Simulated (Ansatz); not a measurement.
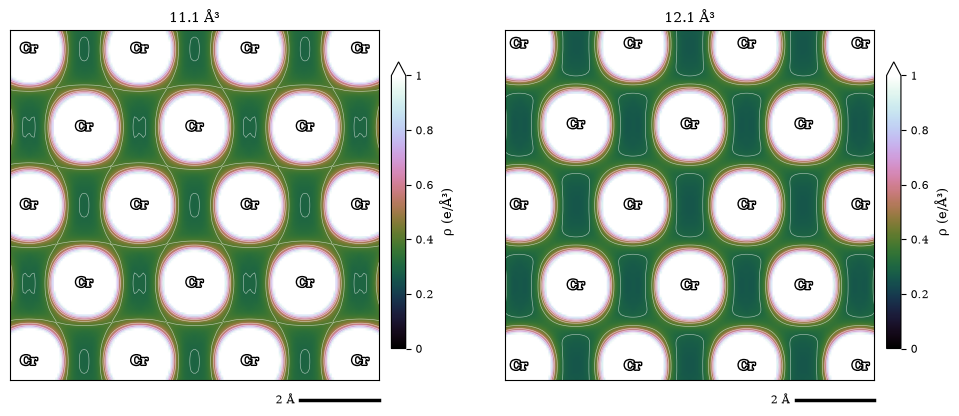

Cr. The valence charge density (pseudo) of cells scaled evenly to different volumes (given per atom above each panel), on the (101̄) plane of each (indices in the axes of the cell below), at one length scale and on one colour scale.

A structure from a database of computed crystals, not necessarily the ambient phase; spin-polarised.

The calculation used Ansatz, DFT PBE, scalar-relativistic, plane waves, PAW.

In a PAW calculation such maps are meaningful between the atoms, not at the nuclei.

The largest cell:

```yaml
crystal:
  lattice:
    - [2.89415, 0.00000, 0.00000]
    - [0.00000, 2.89415, 0.00000]
    - [0.00000, 0.00000, 2.89415]
  atoms:
    - { symbol: Cr, position: [0.00000, 0.00000, 0.00000] }
    - { symbol: Cr, position: [0.50000, 0.50000, 0.50000] }
```

| volume (Å³/atom) | Cr–Cr contact in the plane (Å) | ρ at its midpoint (e/Å³) | pressure (GPa) | largest moment (μB) | 
| --- | --- | --- | --- | --- |
| 11.06 | 2.431 | 0.399 | 13.9 | 0.55 | 
| 11.77 | 2.482 | ? | ? | ? | 
| 12.12 | 2.506 | 0.351 | −5.0 | 1.20 | 

> What values belong in the row with question marks?

Over the known rows ln ρ falls by 1.71 per Å of Cr–Cr distance (the line through the two), which gives 0.366 e/Å³ at 2.482 Å; the calculation gives 0.366 e/Å³. For the pressure, a straight line in volume between the neighbouring rows gives 1.2 GPa; the calculation gives 0.0, lower because pressure rises ever faster on compression. For the largest moment, a straight line in volume between the neighbouring rows gives 0.99 μB; the calculation gives 1.01.
